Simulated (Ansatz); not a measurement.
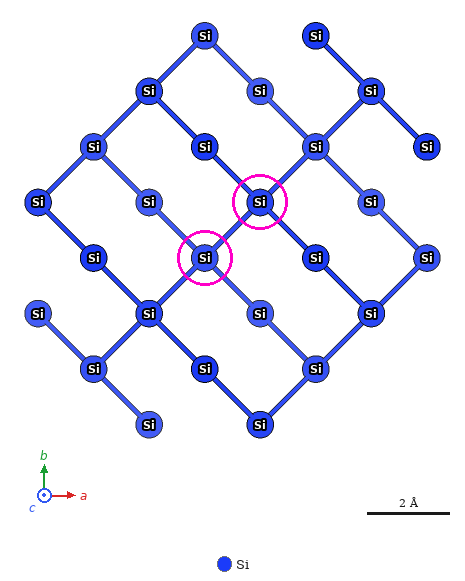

Perfect Si. Style: ball-and-stick. Shown: the atoms within 6.0 Å of one point, in a slice 4.2 Å thick across the line of sight, along the c axis.

Method: DFT, PBEsol, PAW, plane waves (Ansatz 0.2.0). (plane-wave cutoff 420 eV; k-point mesh 1 × 1 × 1; collinear spin) Fermi-Dirac smearing of 0.01 eV. The axes drawn are those of the host's conventional cell.

Two silicon atoms are taken out (a divacancy), the two sites 2.4 Å apart at the ringed places, in charge state 0. The supercell has 64 sites, and the atoms are relaxed at the host's cell.

Predict the relaxed surroundings of the defect.

One site: around the empty Si site the host had 4 Si at 2.35 Å; after relaxation the nearest atoms are 3 Si at 2.24 to 2.25 Å. The other site: around the empty Si site the host had 4 Si at 2.35 Å; after relaxation the nearest atoms are 3 Si at 2.25 Å. Of the host's atoms, a silicon atom moves furthest from its site, by 0.12 Å. The cell's net moment is 2.00 μB.

The relaxed defect, seen from the same direction:

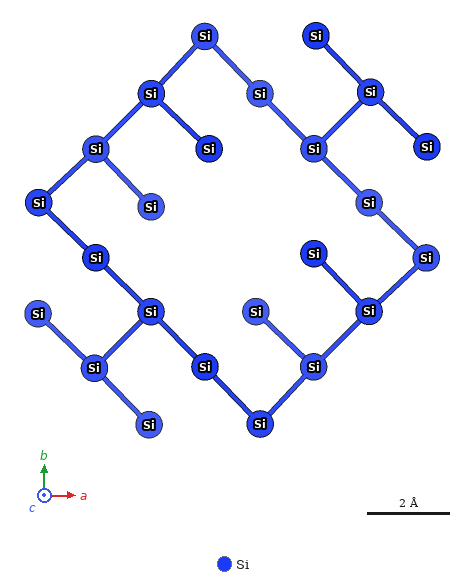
